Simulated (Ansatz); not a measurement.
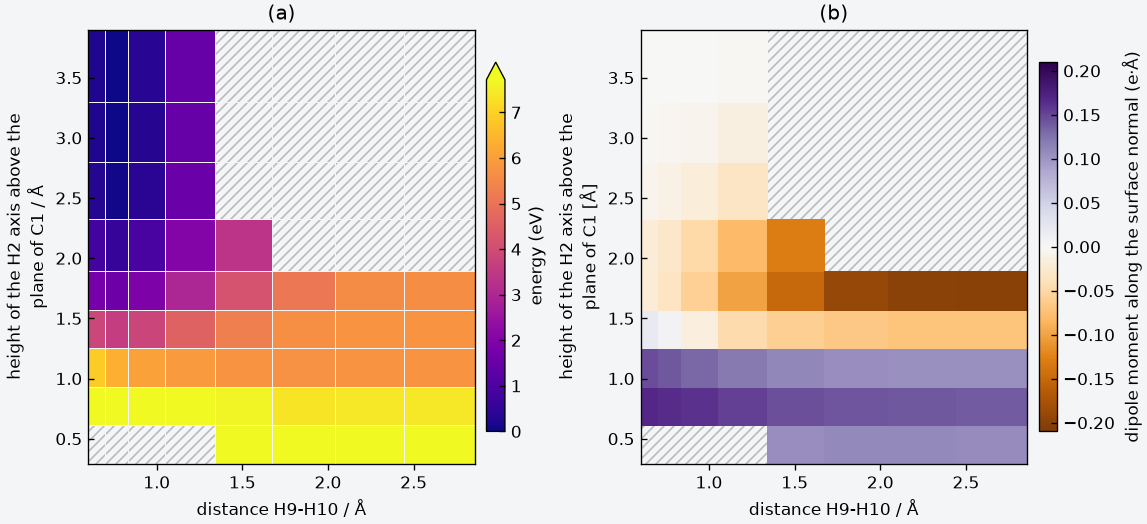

H₂ on a two-dimensional sheet of C (8 atoms of substrate and one adsorbate in a 2 × 2 cell). 
- H2 lies flat over one site of a rigid substrate while its bond length and height are varied; it sits over a top site over C1, heights counted from the top plane, its axis along the first surface vector.
- The first coordinate is: distance H9-H10; the second: height of the H2 axis above the plane of C1.
- The scan uses an 8 × 9 grid. At 19 points there is no value (left out: too close to the surface, or the stretched molecule far from it).
- Points are written as (first, second).
- Energies: eV, counted from the lowest grid point.
- Method: DFT PBE+D3(BJ), scalar-relativistic, plane waves, PAW (Ansatz). Settings: cutoff 420 eV, k-mesh 6×6×1, gaussian smearing 0.1 eV, no spin polarisation.

Panel (a) is the energy and panel (b) the computed dipole moment along the surface normal on the same grid.

The picture shows one coloured cell a grid point, one colour for all values above the top of the scale, hatched blanks where no value was computed.

Q: How does the dipole moment along the surface normal vary over the map, and what is it at the lowest grid point?

A: Leaving out the highest fifth of the energies, it runs from −0.20 e·Å at (2.650 Å, 1.73 Å) to 0.15 e·Å at (0.650 Å, 1.09 Å). At the lowest grid point, (0.750 Å, 3.00 Å), it is 0.00 e·Å.

| second ↓, first → | 0.650 | 0.750 | 0.919 | 1.181 | 1.495 | 1.849 | 2.235 | 2.650 |
| --- | --- | --- | --- | --- | --- | --- | --- | --- |
| 3.60 | 0.00 | 0.00 | 0.00 | 0.00 | – | – | – | – |
| 3.00 | 0.00 | 0.00 | −0.01 | −0.01 | – | – | – | – |
| 2.60 | −0.01 | −0.01 | −0.02 | −0.03 | – | – | – | – |
| 2.05 | −0.02 | −0.03 | −0.05 | −0.08 | −0.13 | – | – | – |
| 1.73 | −0.02 | −0.03 | −0.06 | −0.10 | −0.15 | −0.19 | −0.20 | −0.20 |
| 1.41 | 0.02 | 0.01 | −0.02 | −0.05 | −0.06 | −0.07 | −0.07 | −0.07 |
| 1.09 | 0.15 | 0.14 | 0.13 | 0.12 | 0.11 | 0.11 | 0.10 | 0.10 |
| 0.77 | 0.17 | 0.17 | 0.16 | 0.15 | 0.15 | 0.14 | 0.14 | 0.14 |
| 0.45 | – | – | – | – | 0.11 | 0.11 | 0.11 | 0.11 |

PAW datasets: the set soft_1.
